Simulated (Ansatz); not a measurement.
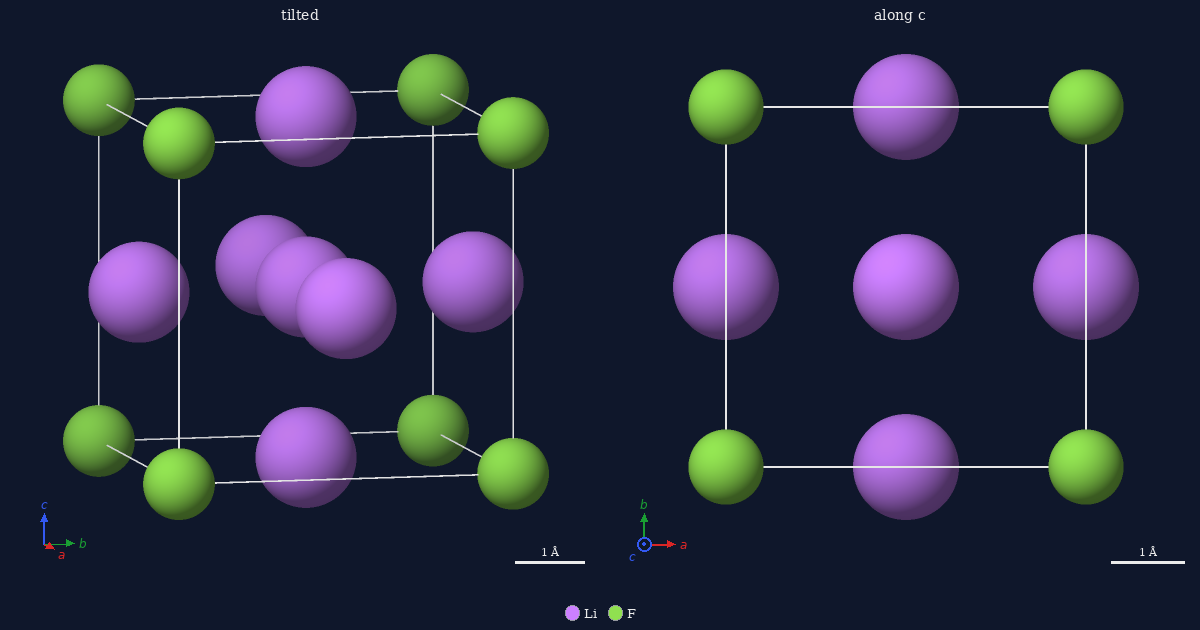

View slightly off an axis and along the c axis, drawn as a spheres-only model. The edges of the conventional unit cell are marked. Cell: a = 4.99 Å, b = 4.99 Å, c = 4.99 Å, α = 90.00°, β = 90.00°, γ = 90.00°.

Starting structure: a random cell made by a generator, so it need not be a real form of the compound. Earlier steps of the study may have refined or changed the cell and positions. An electronic-structure calculation with Ansatz was run on it.

**Characterise what is shown.**

Its composition is Li₄F. It is primitive cubic, space group Pm-3m (No. 221). In the cell are 4 Li, 1 F, which makes 1 formula unit.

Method used: DFT PBE, scalar-relativistic, plane waves, PAW (Ansatz 0.2.0). It ran with plane waves to 420 eV, k-point mesh 8×8×8, Gaussian smearing of 0.1 eV, no spin polarisation.

**What does the calculation say: metal or gapped?**

A metal: bands cross the Fermi level.

**How charged are the atoms, by the Bader scheme?**

Li -1.45 to +0.80 e; F -0.95 e.

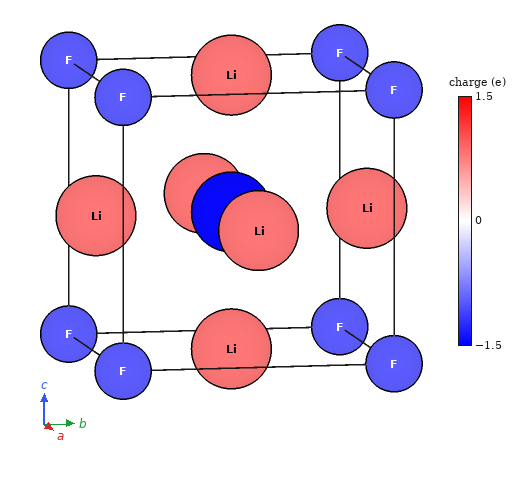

The atoms coloured by those charges. The run's cell of 5 atoms is drawn.

**Do the forces and the stress vanish for this geometry?**

Yes. All forces vanish to within 0.01 eV/Å. The pressure is 0.0 GPa, close to zero.
